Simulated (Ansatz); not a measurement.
System: WC, space group Fm-3m (No. 225).

The given structure:
```yaml
crystal:
  lattice:
    - [0.00000, 2.17269, 2.17269]
    - [2.17269, 0.00000, 2.17269]
    - [2.17269, 2.17269, 0.00000]
  atoms:
    - { symbol: W, position: [0.00000, 0.00000, 0.00000] }
    - { symbol: C, position: [0.50000, 0.50000, 0.50000] }
```

Calculation (Ansatz 0.2.0): homogeneous strain of a crystal along one Voigt pattern with engineering shear, fractional coordinates fixed, by plane-wave density functional theory with PAW datasets, free energies less that of the undisturbed cell; scalar-relativistic. Level: PBEsol, no spin polarisation.

wave cutoff 420 eV; k mesh 24×24×24; occupations Gaussian; smearing width 0.15 eV; k shift (0, 0, 0) (mesh steps); start relaxed; strain pattern (0, 1, 0, 0, 0, 0) (xx yy zz yz xz xy with engineering shear).

What does the calculation give for the energy change and tensile stress summed over the strain pattern against strain? The strain takes the values −0.060, −0.045, −0.030, 0.000, 0.015, 0.030, 0.045, 0.060.

The energy rises on both sides of the starting structure, which is therefore a minimum along this path. The energy change is 119 meV/atom at strain −0.060 and 72 meV/atom at 0.060; the lowest computed point is at strain 0.000 (0 meV/atom). The tensile stress summed over the strain pattern rises from −69 GPa at strain −0.060 to 33 GPa at 0.060, and changes sign near 0.000. The slope of stress against strain at the start, which at zero pressure is the clamped-ion constant C22, is 804 GPa.

```csv
strain,energy change (meV/atom),tensile stress summed over the strain pattern (GPa)
-0.060,119,-69
-0.045,63,-48
-0.030,26,-29
0.000,0,0
0.015,5,11
0.030,20,20
0.045,43,27
0.060,72,33
```

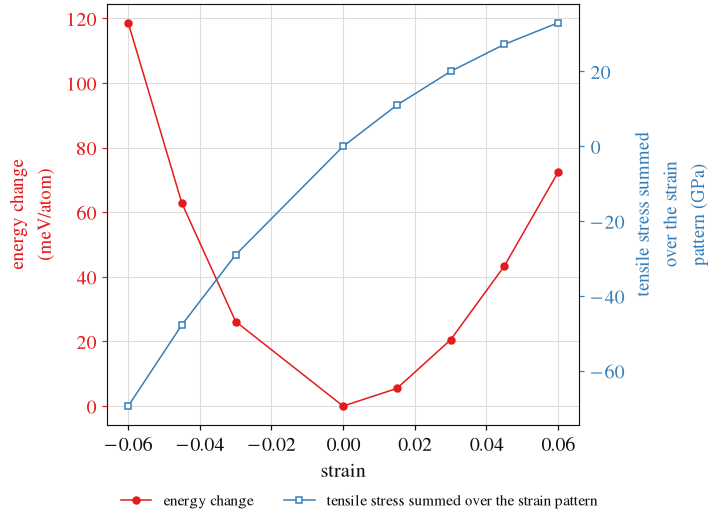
